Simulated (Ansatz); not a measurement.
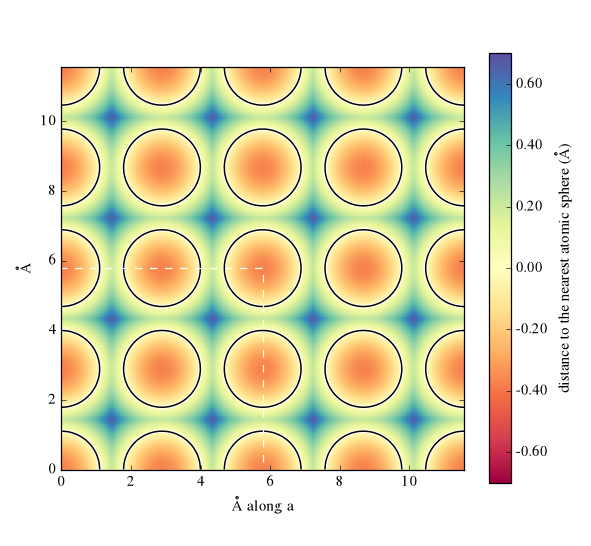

Map of the distance to the nearest atomic sphere in AgBr (Fm-3m, No. 225), computed on the section y = 0.250 (parallel to a and c; the dashed line is one cell). The black line marks the spheres' surfaces; positive values are empty space; unlabelled circles belong to atoms above or below the section.

Atoms are hard spheres with Shannon crystal radii (six-coordinate where tabulated): Ag 1.29 Å, Br 1.82 Å.

Source of the atomic positions: a calculation's input that goes back to an entry of the Crystallography Open Database (an earlier step may have relaxed or displaced it).

```cif
data_structure
_symmetry_space_group_name_H-M 'Fm-3m'
_symmetry_Int_Tables_number 225
_cell_length_a 5.7855
_cell_length_b 5.7855
_cell_length_c 5.7855
_cell_angle_alpha 90.000
_cell_angle_beta 90.000
_cell_angle_gamma 90.000
_cell_volume 193.65
loop_
_atom_site_label
_atom_site_type_symbol
_atom_site_symmetry_multiplicity
_atom_site_Wyckoff_symbol
_atom_site_fract_x
_atom_site_fract_y
_atom_site_fract_z
_atom_site_occupancy
Ag1 Ag 4 a 0.00000 0.00000 0.00000 1
Br1 Br 4 b 0.50000 0.00000 0.00000 1
```

Question: Where is the largest hole in this section, and how large is it?

Answer: At 0.250, 0.250, 0.250 (fractional), where the distance reaches 0.69 Å; it is enclosed by 4 Br in a tetrahedral arrangement. It is the largest hole of the crystal.

Question: How much of the crystal lies outside the spheres?

Answer: About 31 % of the cell's volume, and 54 % of this section's area.

Question: What can pass through?

Answer: The largest sphere that fits anywhere has a diameter of 1.37 Å; the largest that can travel through the crystal, about 0.6 Å.
